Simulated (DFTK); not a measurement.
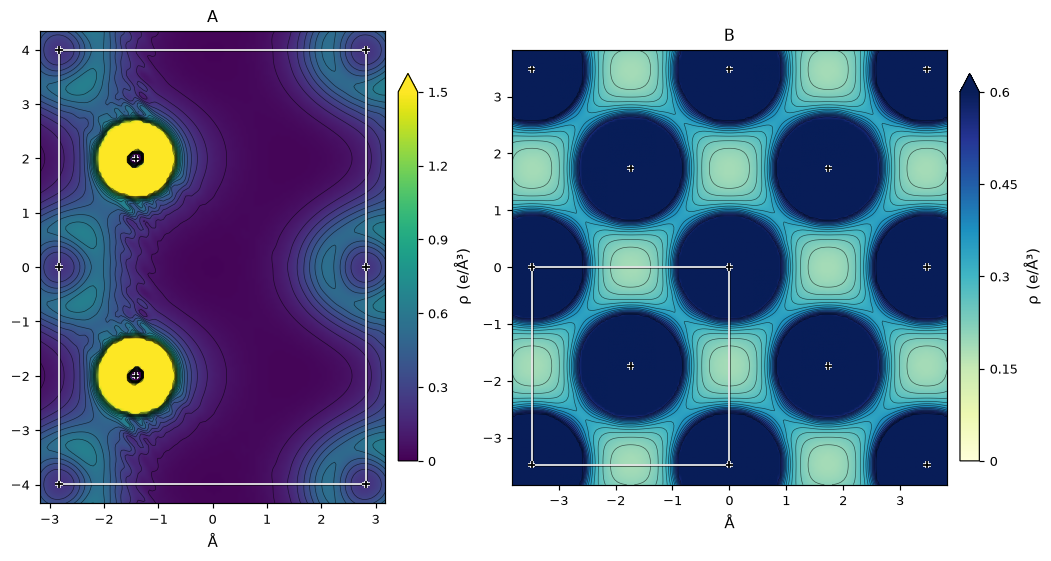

The valence charge density (pseudo) of 2 systems, each on a plane through atoms (crosses mark nuclei in the plane).

Level of theory: DFTK 0.8.2, Kohn-Sham DFT of a periodic cell, PBEsol, sg15-PBE-1.2.

System 1: GaAs, the (011) plane of the conventional cell. Space group F-43m.

System 2: Ni, the (010) plane of the conventional cell. Space group Fm-3m; a structure from a database of computed crystals, not necessarily the ambient phase; computed pressure about −2 GPa in this cell; spin-polarised.

Which map belongs to which system?

Panel A is system 1, GaAs: the plane holds As and Ga. Ga–As (2.45 Å): ρ is about 0.48 e/Å³ halfway. Panel B is system 2, Ni: the plane holds Ni. Ni–Ni (2.46 Å): ρ is about 0.33 e/Å³ halfway.
